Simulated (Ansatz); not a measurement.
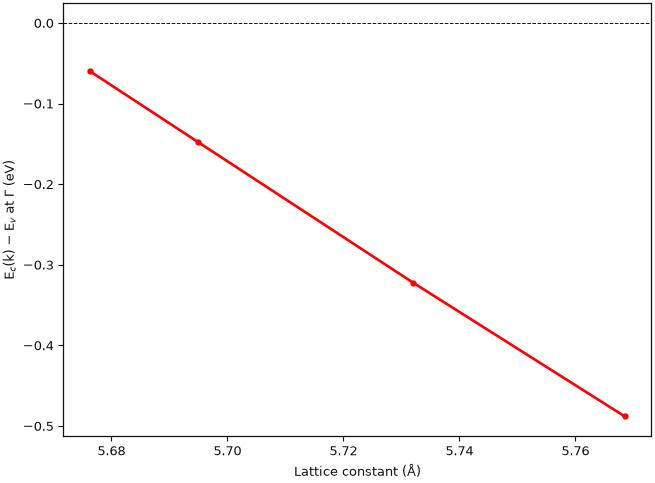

Lowest conduction level at Γ, counted from the valence-band top at Γ. A negative value at Γ means that the s-like level, then filled, lies under the p-like triplet: the bands are inverted and there is no gap.

System: diamond-type Ge, space group Fd-3m, 2 atoms in the primitive cell. The cell is scaled uniformly. Computed with Ansatz 0.2.0: PBE, Ansatz PAW set, no spin polarisation, no spin-orbit coupling, 10×10×10 k mesh, 420 eV cutoff, Fermi-Dirac smearing of 0.05 eV.

**How does this level move from a = 5.676 Å to a = 5.769 Å?**

Γ falls by 0.43 eV.

**What is the deformation potential dE/d ln V?**

A straight line against ln V has a slope of −8.9 eV at Γ.

The values:
```csv
cell,Γ (eV),pressure (GPa)
a = 5.676 Å,−0.06,2.9
a = 5.695 Å,−0.15,2.2
a = 5.732 Å,−0.32,0.9
a = 5.769 Å,−0.49,−0.2
```

Spin-orbit coupling is left out, which matters for Ge. Measured Ge has an indirect gap, with the conduction bottom at L. Measured Ge has a positive gap at its own volume; this functional understates it.
